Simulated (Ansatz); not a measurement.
System: SiGe, space group P6_3mc, 4 atoms in the cell.

```yaml
crystal:
  lattice:
    - [3.90060, 0.00000, 0.00000]
    - [-1.95030, 3.37802, 0.00000]
    - [0.00000, 0.00000, 6.44339]
  atoms:
    - { symbol: Si, position: [0.66667, 0.33333, 0.87455] }
    - { symbol: Si, position: [0.33333, 0.66667, 0.37455] }
    - { symbol: Ge, position: [0.66667, 0.33333, 0.50045] }
    - { symbol: Ge, position: [0.33333, 0.66667, 0.00045] }
```

Level of theory: DFT PBEsol, scalar-relativistic, plane waves, PAW, no spin polarisation, 12×12×6 k mesh, Gaussian smearing of 0.02 eV; code Ansatz.

Predict the main features of the band structure and density of states. The path is Γ–M–K–Γ–A–L–H–A|L–M|H–K.

A semiconductor. The gap along this path is 0.35 eV, from the valence-band top at Γ to the conduction-band bottom at M; the smallest direct gap, at Γ, is only slightly larger at 0.40 eV. Two bands meet at the valence-band top at Γ: it is doubly degenerate (spin aside). The top valence band spans 3.5 eV and the lowest conduction band 2.2 eV. The direct gaps are 1.88 eV at M, 4.37 eV at K and 0.40 eV at Γ.

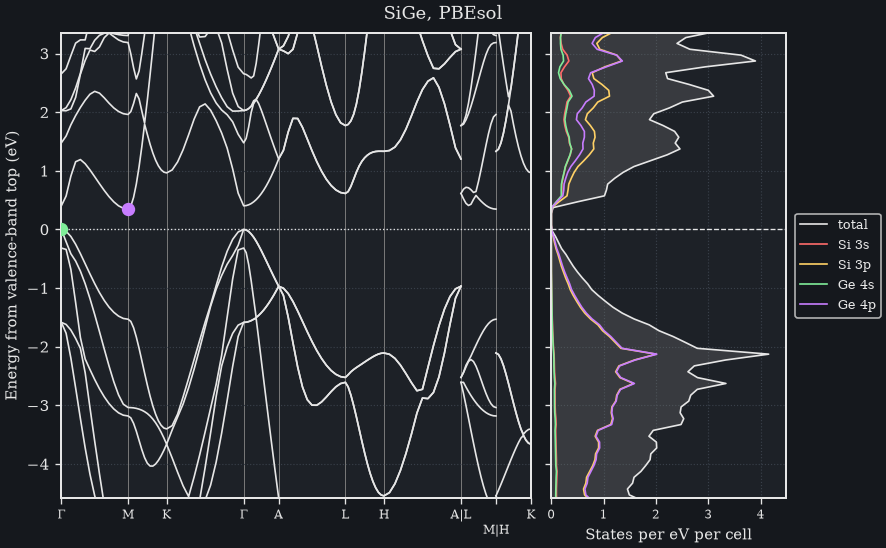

Band structure and density of states. Energies are counted from the top of the valence band. The partial curves are projected on Löwdin-orthogonalised atomic shells.
